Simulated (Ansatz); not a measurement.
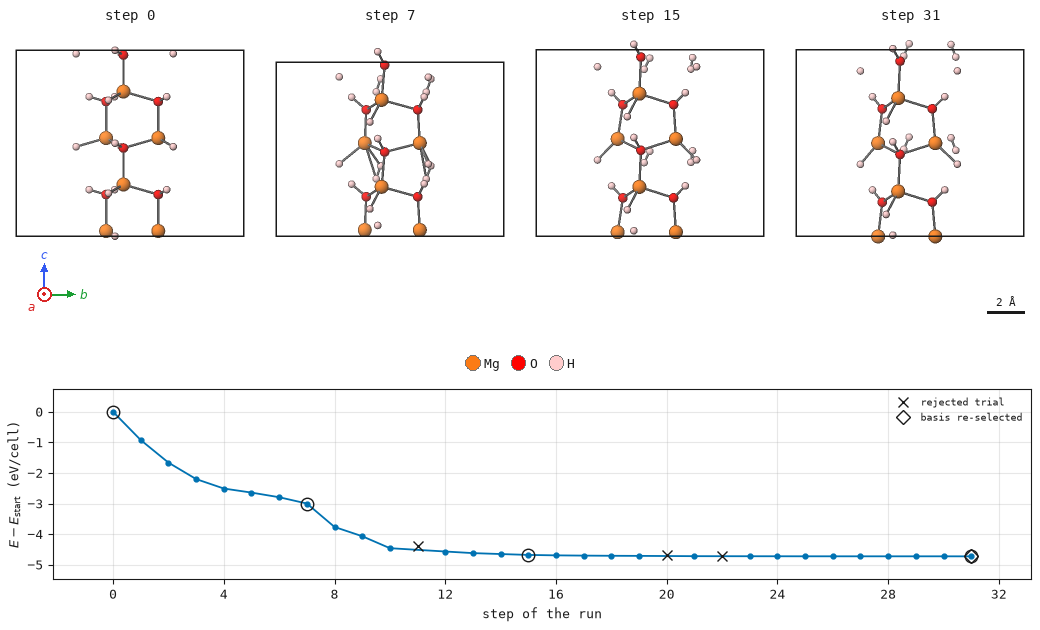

Frames of a relaxation of a wire of composition Mg$_{3}$H$_{10}$O$_{3}$, marked on the history of the run. Style: ball-and-stick. Shown: the 2 repeat of the cell, with the vacuum cut short (origin shifted), along the a axis.

Case: wire along [0 0 1], 6 atoms a period, capped with H.

Computed with DFT PBE, scalar-relativistic, plane waves, PAW in Ansatz 0.2.0.

The input:
```yaml
crystal:
  lattice:
    - [13.5, 0.0, 0.0]
    - [0.0, 14.7, 0.0]
    - [0.0, 0.0, 5.1181270582]
  atoms:
    - { symbol: Mg, position: [0.5613904954, 0.4955574009, 0.0061832458] }
    - { symbol: Mg, position: [0.4386095046, 0.4304565088, 0.5061832458] }
    - { symbol: Mg, position: [0.5613904954, 0.625759185, 0.5061832458] }
    - { symbol: O, position: [0.5613904954, 0.4955574009, 0.3984167542] }
    - { symbol: O, position: [0.4386095046, 0.4304565088, 0.8984167542] }
    - { symbol: O, position: [0.5613904954, 0.625759185, 0.8984167542] }
    - { symbol: H, position: [0.6674139054, 0.4393417071, 0.9131251033] }
    - { symbol: H, position: [0.4386095046, 0.3180251212, 0.4131251033] }
    - { symbol: H, position: [0.3325860946, 0.4866722026, 0.4131251033] }
    - { symbol: H, position: [0.4553670853, 0.6819748788, 0.4131251033] }
    - { symbol: H, position: [0.6674139054, 0.6819748788, 0.4131251033] }
    - { symbol: H, position: [0.6211827673, 0.4638543642, 0.4508972183] }
    - { symbol: H, position: [0.4386095046, 0.3670504356, 0.9508972183] }
    - { symbol: H, position: [0.3788172327, 0.4621595454, 0.9508972183] }
    - { symbol: H, position: [0.5015982234, 0.6574622216, 0.9508972183] }
    - { symbol: H, position: [0.6211827673, 0.6574622216, 0.9508972183] }
basis:
  ecutwfc: 420
kpoints:
  mp_grid: { grid: [1, 1, 7] }
hamiltonian:
  xc: pbe
scf:
  occupations: { method: gaussian, width: 0.05 }
output:
  forces: true
  stress: true
  eigenvalues: true
  populations: true
  write_density: true
  write_potential: true
  elf: true
  volumetric_format: npy
relax:
  adjacent_minimum: "off"
  f_tol: 0.02
  max_steps: 45
  cell: { fix: [a, b, alpha, beta, gamma], stress_tol: 0.03 }
```

Command:
```bash
ansatz run input.yaml --threads 4 --pin off --max-ram 11264MiB --backend cpu --events-out ev --progress --plain --runs-dir out
```

Describe the path.

After 27 accepted moves (31 points after the start) the energy has fallen by 4.725 eV per cell of the calculation. Largest force component: 1.4 eV/Å at the start, 0.019 eV/Å at the end. The line search rejected the trial steps at points 11, 20, 22 of the run. The SCF was repeated once at an unchanged geometry on a basis and grid sized afresh for the cell, which shifted the energy by 1.1 meV per cell of the calculation at most. The largest move relative to the centre of the atoms is that of H14, 2.46 Å. By element the largest moves are H 2.46 Å, Mg 0.71 Å, O 0.70 Å. Along the periodic axis the drawn cell goes c 10.236 → 10.270 Å (+0.3 %). Among the contacts that change: O5–H14 0.970 → 3.880 Å, O6–H15 0.970 → 3.794 Å, H10–H15 2.473 → 0.755 Å, Mg2–H9 1.720 → 2.680 Å. New bonds form, among them: H10–H15 (2.47 → 0.75 Å), H9–H14 (2.47 → 0.75 Å). Bonds break, among them: Mg2–H9 (1.72 → 2.68 Å), Mg3–H10 (1.72 → 2.64 Å), O5–H14 (0.97 → 3.88 Å), O6–H15 (0.97 → 3.79 Å). Bond angles that change, for instance: O4–Mg1–H7 106.1° → 139.1°, O6–Mg3–H11 106.1° → 138.3°, Mg2–O5–H13 106.1° → 126.2°. From step 0 to 7: H atoms move most (0.77 Å), energy −2.998 eV per cell of the calculation. From step 7 to 15: H atoms move most (0.98 Å), energy −1.681 eV per cell of the calculation. From step 15 to 31: H14 moves most (0.81 Å), energy −46.7 meV per cell of the calculation.
